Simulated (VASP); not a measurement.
Geometry relaxation of Al15N16 (part 1 of 7)

System: Al15N16 (defect cell, 31 atoms in the cell).
Method: Kohn-Sham DFT of a periodic cell, PBEsol, VASP PAW PBE potentials, recommended, spin-polarised (VASP 6.6.1).

The structure derives from an entry of the Crystallography Open Database.

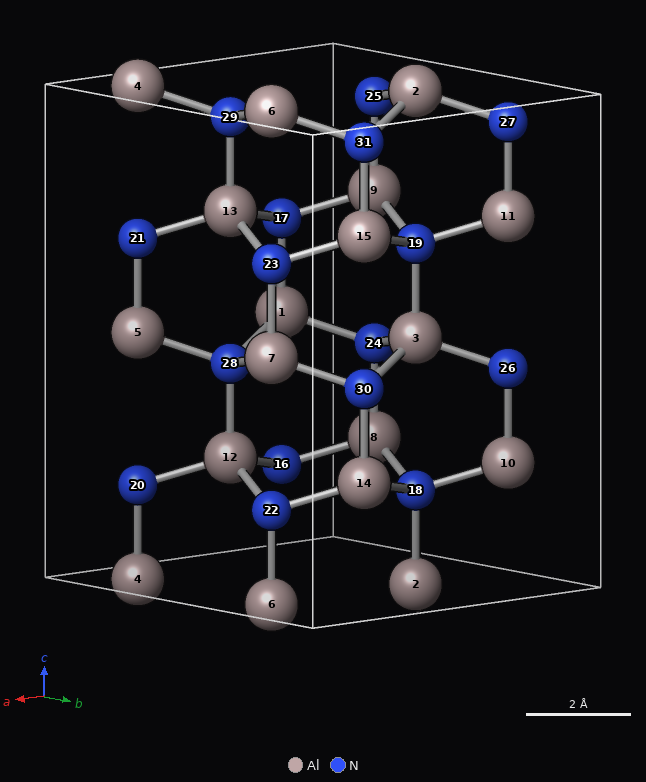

The starting structure (ball-and-stick view of the cell of the calculation, seen at an oblique angle; atoms are numbered from 1 in the order of the input). An atom can appear more than once, as a periodic image.

**INCAR**
```
PREC = Accurate ; ENCUT = 450
EDIFF = 1E-5 ; ISMEAR = 0
SIGMA = 0.03 ; LREAL = Auto
LASPH = T ; NELM = 120
ALGO = Normal ; ISIF = 2
LWAVE = F ; LCHARG = F
ISPIN = 2 ; MAGMOM = 0 0 0 0 0 0 0 0 0 0 0 0 0 0 0 0.75 0 0 0 0 0 0 0 0 0.75 0 0.75 0 0.75 0 0
LORBIT = 11 ; GGA = PS
IBRION = 2 ; NSW = 40
EDIFFG = -0.03 ; KPAR = 4
```

**KPOINTS**
```
regular mesh
0
Gamma
  3 3 2
```

**POSCAR**
```
Al15N16
1.0
    6.2200008610      0.0000000000      0.0000000000
   -3.1100004305      5.3866787572      0.0000000000
    0.0000000000      0.0000000000      9.9600000000
Al N
15 16
Direct
    0.3333333333      0.1666666667      0.5000000000
    0.3333333333      0.6666666667      0.0000000000
    0.3333333333      0.6666666667      0.5000000000
    0.8333333333      0.1666666667      0.0000000000
    0.8333333333      0.1666666667      0.5000000000
    0.8333333333      0.6666666667      0.0000000000
    0.8333333333      0.6666666667      0.5000000000
    0.1666666667      0.3333333333      0.2500000000
    0.1666666667      0.3333333333      0.7500000000
    0.1666666667      0.8333333333      0.2500000000
    0.1666666667      0.8333333333      0.7500000000
    0.6666666667      0.3333333333      0.2500000000
    0.6666666667      0.3333333333      0.7500000000
    0.6666666667      0.8333333333      0.2500000000
    0.6666666667      0.8333333333      0.7500000000
    0.3333333333      0.1666666667      0.1910000000
    0.3333333333      0.1666666667      0.6910000000
    0.3333333333      0.6666666667      0.1910000000
    0.3333333333      0.6666666667      0.6910000000
    0.8333333333      0.1666666667      0.1910000000
    0.8333333333      0.1666666667      0.6910000000
    0.8333333333      0.6666666667      0.1910000000
    0.8333333333      0.6666666667      0.6910000000
    0.1666666667      0.3333333333      0.4410000000
    0.1666666667      0.3333333333      0.9410000000
    0.1666666667      0.8333333333      0.4410000000
    0.1666666667      0.8333333333      0.9410000000
    0.6666666667      0.3333333333      0.4410000000
    0.6666666667      0.3333333333      0.9410000000
    0.6666666667      0.8333333333      0.4410000000
    0.6666666667      0.8333333333      0.9410000000
```

Run on 4 threads of Intel Xeon (Sapphire Rapids), 64 GiB of memory available, shared host.

Launch command:
```bash
cat potpaw_PBE.64/Al/POTCAR potpaw_PBE.64/N/POTCAR > POTCAR
mpirun -np 4 vasp_std > vasp.out
```

**OSZICAR**
```
N       E                     dE             d eps       ncg     rms          rms(c)
DAV:   1     0.492531675763E+03    0.49253E+03   -0.54030E+04  1920   0.126E+03
DAV:   2    -0.215248057183E+03   -0.70778E+03   -0.68653E+03  2424   0.262E+02
DAV:   3    -0.266332624902E+03   -0.51085E+02   -0.50583E+02  2248   0.763E+01
DAV:   4    -0.267227728191E+03   -0.89510E+00   -0.89157E+00  2320   0.108E+01
DAV:   5    -0.267248035573E+03   -0.20307E-01   -0.20277E-01  2264   0.159E+00    0.318E+01
DAV:   6    -0.236890278676E+03    0.30358E+02   -0.13264E+02  2168   0.329E+01    0.120E+01
DAV:   7    -0.236603548984E+03    0.28673E+00   -0.41078E+00  2176   0.673E+00    0.791E+00
DAV:   8    -0.236347212771E+03    0.25634E+00   -0.90346E-01  2440   0.391E+00    0.247E+00
DAV:   9    -0.236341395770E+03    0.58170E-02   -0.21377E-01  2328   0.184E+00    0.876E-01
DAV:  10    -0.236344024972E+03   -0.26292E-02   -0.80651E-02  2224   0.881E-01    0.580E-01
DAV:  11    -0.236344822404E+03   -0.79743E-03   -0.93705E-03  2360   0.393E-01    0.351E-01
DAV:  12    -0.236345318631E+03   -0.49623E-03   -0.28120E-03  2224   0.193E-01    0.160E-01
DAV:  13    -0.236345463784E+03   -0.14515E-03   -0.88131E-04  2464   0.115E-01    0.466E-02
DAV:  14    -0.236345486179E+03   -0.22395E-04   -0.17942E-04  2288   0.532E-02    0.231E-02
DAV:  15    -0.236345490143E+03   -0.39638E-05   -0.22292E-05  1536   0.197E-02
   1 F= -.23634549E+03 E0= -.23634465E+03  d E =-.236345E+03  mag=     2.5558
       N       E                     dE             d eps       ncg     rms          rms(c)
DAV:   1    -0.236670636889E+03   -0.32515E+00   -0.85209E+01  1928   0.326E+01    0.208E+00
DAV:   2    -0.236771372999E+03   -0.10074E+00   -0.14138E+00  2256   0.424E+00    0.131E+00
DAV:   3    -0.236765184632E+03    0.61884E-02   -0.73469E-02  2224   0.123E+00    0.723E-01
DAV:   4    -0.236754537158E+03    0.10647E-01   -0.49576E-02  2208   0.832E-01    0.295E-01
DAV:   5    -0.236754619198E+03   -0.82041E-04   -0.74922E-03  2312   0.437E-01    0.181E-01
DAV:   6    -0.236754696970E+03   -0.77771E-04   -0.36945E-03  2296   0.237E-01    0.116E-01
DAV:   7    -0.236754650822E+03    0.46147E-04   -0.40416E-04  2280   0.867E-02    0.743E-02
DAV:   8    -0.236754632229E+03    0.18594E-04   -0.27009E-04  2200   0.638E-02    0.276E-02
DAV:   9    -0.236754642537E+03   -0.10309E-04   -0.65676E-05  2224   0.420E-02    0.136E-02
DAV:  10    -0.236754647843E+03   -0.53060E-05   -0.28637E-05  1416   0.209E-02
   2 F= -.23675465E+03 E0= -.23675356E+03  d E =-.409158E+00  mag=     2.8743
       N       E                     dE             d eps       ncg     rms          rms(c)
DAV:   1    -0.236755536963E+03   -0.89443E-03   -0.27153E-01  1968   0.187E+00    0.122E-01
DAV:   2    -0.236755829117E+03   -0.29215E-03   -0.43379E-03  2248   0.237E-01    0.740E-02
DAV:   3    -0.236755839323E+03   -0.10206E-04   -0.22990E-04  2216   0.708E-02    0.429E-02
DAV:   4    -0.236755804835E+03    0.34488E-04   -0.11319E-04  2192   0.409E-02    0.184E-02
DAV:   5    -0.236755804016E+03    0.81954E-06   -0.18062E-05  1656   0.237E-02
   3 F= -.23675580E+03 E0= -.23675470E+03  d E =-.410314E+00  mag=     2.8797
       N       E                     dE             d eps       ncg     rms          rms(c)
DAV:   1    -0.236878225439E+03   -0.12242E+00   -0.94698E+01  1960   0.346E+01    0.223E+00
DAV:   2    -0.236983943717E+03   -0.10572E+00   -0.14128E+00  2208   0.409E+00    0.128E+00
DAV:   3    -0.236983008961E+03    0.93476E-03   -0.62185E-02  2264   0.114E+00    0.666E-01
DAV:   4    -0.236976803298E+03    0.62057E-02   -0.40298E-02  2192   0.845E-01    0.290E-01
DAV:   5    -0.236977758040E+03   -0.95474E-03   -0.99308E-03  2232   0.400E-01    0.164E-01
DAV:   6    -0.236977744172E+03    0.13868E-04   -0.21220E-03  2192   0.151E-01    0.993E-02
DAV:   7    -0.236977707509E+03    0.36663E-04   -0.35704E-04  2272   0.815E-02    0.540E-02
DAV:   8    -0.236977732491E+03   -0.24982E-04   -0.11578E-04  2232   0.415E-02    0.292E-02
DAV:   9    -0.236977728953E+03    0.35374E-05   -0.51422E-05  1912   0.313E-02
   4 F= -.23697773E+03 E0= -.23697713E+03  d E =-.221925E+00  mag=     2.9685
       N       E                     dE             d eps       ncg     rms          rms(c)
DAV:   1    -0.236980089594E+03   -0.23571E-02   -0.22173E+00  1944   0.527E+00    0.348E-01
DAV:   2    -0.236982079226E+03   -0.19896E-02   -0.30401E-02  2224   0.604E-01    0.202E-01
DAV:   3    -0.236982330157E+03   -0.25093E-03   -0.16055E-03  2272   0.185E-01    0.111E-01
DAV:   4    -0.236982208555E+03    0.12160E-03   -0.95407E-04  2232   0.128E-01    0.578E-02
DAV:   5    -0.236982217628E+03   -0.90732E-05   -0.24131E-04  2256   0.678E-02    0.278E-02
DAV:   6    -0.236982224223E+03   -0.65941E-05   -0.76780E-05  2080   0.289E-02
   5 F= -.23698222E+03 E0= -.23698153E+03  d E =-.226420E+00  mag=     2.9629
       N       E                     dE             d eps       ncg     rms          rms(c)
DAV:   1    -0.237020572624E+03   -0.38355E-01   -0.16743E+01  1928   0.150E+01    0.101E+00
DAV:   2    -0.237038596422E+03   -0.18024E-01   -0.29671E-01  2248   0.205E+00    0.629E-01
DAV:   3    -0.237038692891E+03   -0.96469E-04   -0.32856E-02  2232   0.740E-01    0.335E-01
DAV:   4    -0.237037550582E+03    0.11423E-02   -0.79277E-03  2360   0.393E-01    0.190E-01
DAV:   5    -0.237037284680E+03    0.26590E-03   -0.23379E-03  2240   0.196E-01    0.933E-02
DAV:   6    -0.237037290545E+03   -0.58642E-05   -0.65551E-04  2392   0.116E-01    0.520E-02
DAV:   7    -0.237037297732E+03   -0.71874E-05   -0.21743E-04  2224   0.573E-02    0.353E-02
DAV:   8    -0.237037289332E+03    0.83995E-05   -0.31511E-05  1688   0.211E-02
   6 F= -.23703729E+03 E0= -.23703720E+03  d E =-.550651E-01  mag=     2.9970
       N       E                     dE             d eps       ncg     rms          rms(c)
DAV:   1    -0.237037291670E+03    0.60615E-05   -0.63906E-04  1872   0.938E-02    0.922E-03
DAV:   2    -0.237037290987E+03    0.68329E-06   -0.13545E-05  1312   0.152E-02
   7 F= -.23703729E+03 E0= -.23703720E+03  d E =-.550668E-01  mag=     2.9968
       N       E                     dE             d eps       ncg     rms          rms(c)
DAV:   1    -0.237047175679E+03   -0.98840E-02   -0.29264E+00  1936   0.642E+00    0.361E-01
DAV:   2    -0.237050827744E+03   -0.36521E-02   -0.55212E-02  2248   0.794E-01    0.232E-01
DAV:   3    -0.237050663652E+03    0.16409E-03   -0.17322E-03  2232   0.218E-01    0.128E-01
DAV:   4    -0.237050312043E+03    0.35161E-03   -0.23644E-03  2200   0.208E-01    0.564E-02
DAV:   5    -0.237050390672E+03   -0.78629E-04   -0.54021E-04  2192   0.984E-02    0.430E-02
DAV:   6    -0.237050386909E+03    0.37631E-05   -0.82672E-05  2160   0.326E-02
   8 F= -.23705039E+03 E0= -.23705035E+03  d E =-.130959E-01  mag=     2.9987
       N       E                     dE             d eps       ncg     rms          rms(c)
DAV:   1    -0.237050919553E+03   -0.52888E-03   -0.24349E-01  1944   0.185E+00    0.109E-01
DAV:   2    -0.237051240848E+03   -0.32129E-03   -0.47488E-03  2256   0.233E-01    0.686E-02
DAV:   3    -0.237051232264E+03    0.85841E-05   -0.14633E-04  2248   0.641E-02    0.386E-02
DAV:   4    -0.237051204158E+03    0.28105E-04   -0.20458E-04  2200   0.604E-02    0.173E-02
DAV:   5    -0.237051211022E+03   -0.68632E-05   -0.42886E-05  1704   0.282E-02
   9 F= -.23705121E+03 E0= -.23705118E+03  d E =-.139200E-01  mag=     2.9990
       N       E                     dE             d eps       ncg     rms          rms(c)
DAV:   1    -0.237055089050E+03   -0.38849E-02   -0.27290E+00  1928   0.618E+00    0.363E-01
DAV:   2    -0.237058369828E+03   -0.32808E-02   -0.45089E-02  2248   0.716E-01    0.216E-01
DAV:   3    -0.237058556063E+03   -0.18624E-03   -0.18083E-03  2232   0.231E-01    0.117E-01
DAV:   4    -0.237058254777E+03    0.30129E-03   -0.17829E-03  2200   0.199E-01    0.531E-02
DAV:   5    -0.237058322764E+03   -0.67987E-04   -0.49263E-04  2208   0.941E-02    0.447E-02
DAV:   6    -0.237058314863E+03    0.79011E-05   -0.71550E-05  2168   0.301E-02
  10 F= -.23705831E+03 E0= -.23705827E+03  d E =-.710384E-02  mag=     2.9985
       N       E                     dE             d eps       ncg     rms          rms(c)
DAV:   1    -0.237058421797E+03   -0.99033E-04   -0.17345E-01  1928   0.156E+00    0.949E-02
DAV:   2    -0.237058626832E+03   -0.20503E-03   -0.29321E-03  2248   0.183E-01    0.552E-02
DAV:   3    -0.237058644907E+03   -0.18076E-04   -0.12219E-04  2232   0.608E-02    0.308E-02
DAV:   4    -0.237058624992E+03    0.19915E-04   -0.11020E-04  2216   0.506E-02    0.144E-02
DAV:   5    -0.237058629626E+03   -0.46337E-05   -0.30392E-05  1520   0.239E-02
  11 F= -.23705863E+03 E0= -.23705857E+03  d E =-.741860E-02  mag=     2.9982
       N       E                     dE             d eps       ncg     rms          rms(c)
DAV:   1    -0.237059092029E+03   -0.46704E-03   -0.66583E-01  1928   0.300E+00    0.181E-01
DAV:   2    -0.237059755826E+03   -0.66380E-03   -0.12125E-02  2240   0.378E-01    0.116E-01
DAV:   3    -0.237059848864E+03   -0.93037E-04   -0.55142E-04  2232   0.119E-01    0.637E-02
DAV:   4    -0.237059770312E+03    0.78552E-04   -0.44681E-04  2208   0.898E-02    0.263E-02
DAV:   5    -0.237059785548E+03   -0.15236E-04   -0.98213E-05  2200   0.446E-02    0.196E-02
DAV:   6    -0.237059784529E+03    0.10184E-05   -0.25222E-05  1424   0.203E-02
  12 F= -.23705978E+03 E0= -.23705977E+03  d E =-.115490E-02  mag=     2.9994
       N       E                     dE             d eps       ncg     rms          rms(c)
DAV:   1    -0.237059910931E+03   -0.12538E-03   -0.44992E-02  1936   0.781E-01    0.467E-02
DAV:   2    -0.237059951205E+03   -0.40274E-04   -0.79659E-04  2240   0.968E-02    0.297E-02
DAV:   3    -0.237059957007E+03   -0.58028E-05   -0.37400E-05  2032   0.308E-02
  13 F= -.23705996E+03 E0= -.23705993E+03  d E =-.132738E-02  mag=     2.9993
       N       E                     dE             d eps       ncg     rms          rms(c)
DAV:   1    -0.237060448942E+03   -0.49774E-03   -0.20783E-01  1952   0.169E+00    0.990E-02
DAV:   2    -0.237060636589E+03   -0.18765E-03   -0.31067E-03  2224   0.189E-01    0.580E-02
DAV:   3    -0.237060701820E+03   -0.65231E-04   -0.17071E-04  2200   0.610E-02    0.301E-02
DAV:   4    -0.237060689829E+03    0.11991E-04   -0.54775E-05  2232   0.333E-02    0.127E-02
DAV:   5    -0.237060692067E+03   -0.22376E-05   -0.17337E-05  1408   0.165E-02
  14 F= -.23706069E+03 E0= -.23706067E+03  d E =-.735059E-03  mag=     2.9995
       N       E                     dE             d eps       ncg     rms          rms(c)
DAV:   1    -0.237060740113E+03   -0.50284E-04   -0.48003E-02  1952   0.813E-01    0.479E-02
DAV:   2    -0.237060786688E+03   -0.46574E-04   -0.71010E-04  2232   0.902E-02    0.276E-02
DAV:   3    -0.237060798283E+03   -0.11595E-04   -0.37098E-05  2016   0.288E-02    0.147E-02
DAV:   4    -0.237060796052E+03    0.22305E-05   -0.12303E-05  1352   0.167E-02
  15 F= -.23706080E+03 E0= -.23706078E+03  d E =-.839045E-03  mag=     2.9995
       N       E                     dE             d eps       ncg     rms          rms(c)
DAV:   1    -0.237060918386E+03   -0.12010E-03   -0.12862E-01  1920   0.136E+00    0.662E-02
DAV:   2    -0.237061050881E+03   -0.13249E-03   -0.20570E-03  2224   0.149E-01    0.408E-02
DAV:   3    -0.237061045533E+03    0.53478E-05   -0.66112E-05  2264   0.372E-02
  16 F= -.23706105E+03 E0= -.23706103E+03  d E =-.249481E-03  mag=     2.9996
```

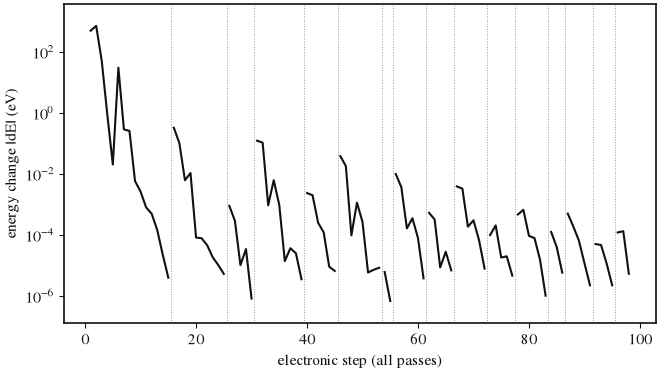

Convergence of the self-consistent field: energy change |dE| against the electronic step. Each stretch between dotted lines is the SCF of one geometry step of a relaxation. The 16 ionic steps take 2 to 15 electronic steps each. The density is held fixed in the first few steps, and dE rises again when its update begins.

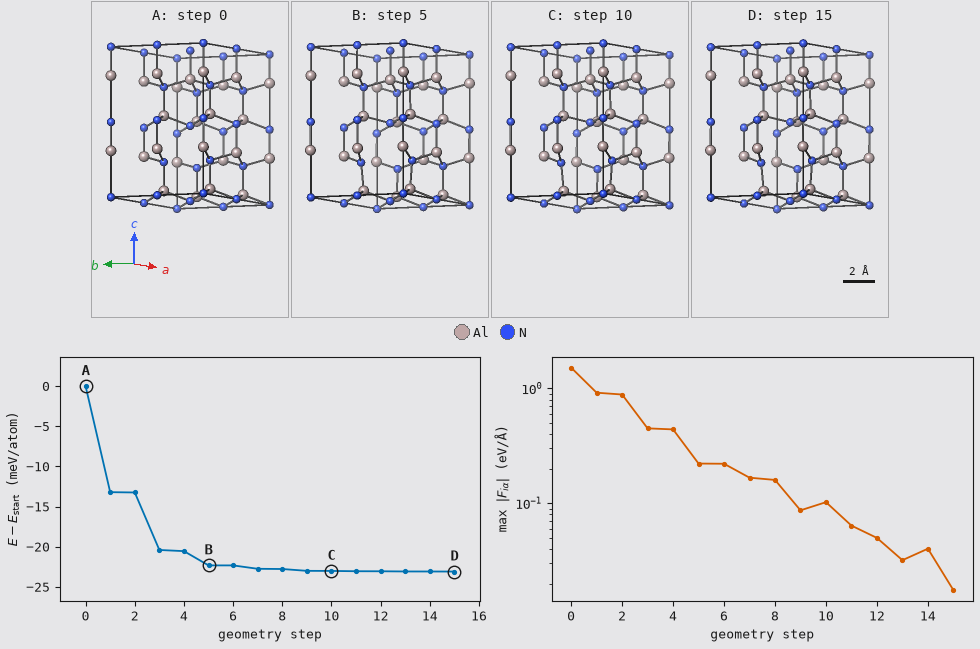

Frames of the relaxation (ball-and-stick view of the cell of the calculation (origin shifted), seen at an oblique angle) above the curves, on which the letters mark them (steps are counted from 0).

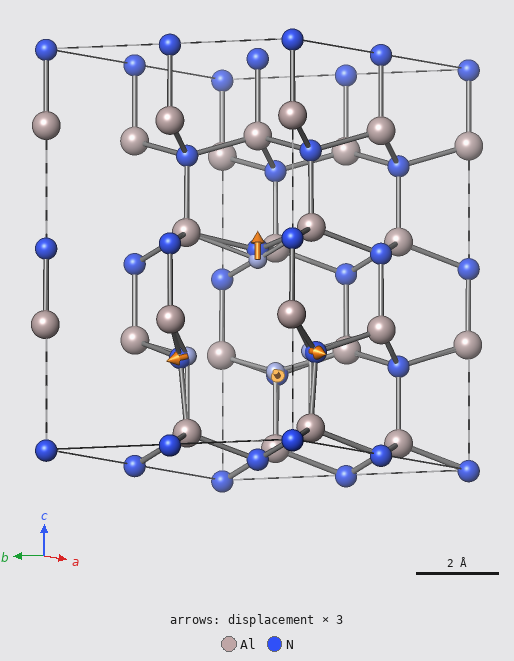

Start (faint) and end (solid) with the displacements as orange arrows, magnified 3 times (ball-and-stick view of the cell of the calculation (origin shifted), seen at an oblique angle). After 15 geometry steps the energy has fallen by 23.1 meV per atom. The largest force component goes from 1.5 to 0.018 eV/Å. The largest move is that of N16, 0.24 Å. By element the largest moves are N 0.24 Å, Al 0.04 Å. The cell doesn't change. Distances before and after: Al2–N25 1.889 → 1.854 Å, Al10–N16 1.889 → 1.856 Å, Al11–N27 1.902 → 1.872 Å, Al14–N30 1.902 → 1.878 Å. Among the angles that change: N25–Al2–N27 110.8° → 97.8°, N16–Al8–N24 108.1° → 99.9°, Al2–N27–Al6 110.8° → 117.2°. (Atoms are counted from 1 in the order of the input.)

**Parts of OUTCAR**
```
PREC = Accurate
   ENCUT = 450
   EDIFF = 1E-5
   ISMEAR = 0
   LREAL = Auto
   LASPH = T
   NELM = 120
   ISIF = 2
   ISPIN = 2
   LORBIT = 11
   GGA = PS
   IBRION = 2
   NSW = 40
   EDIFFG = -0.03
```
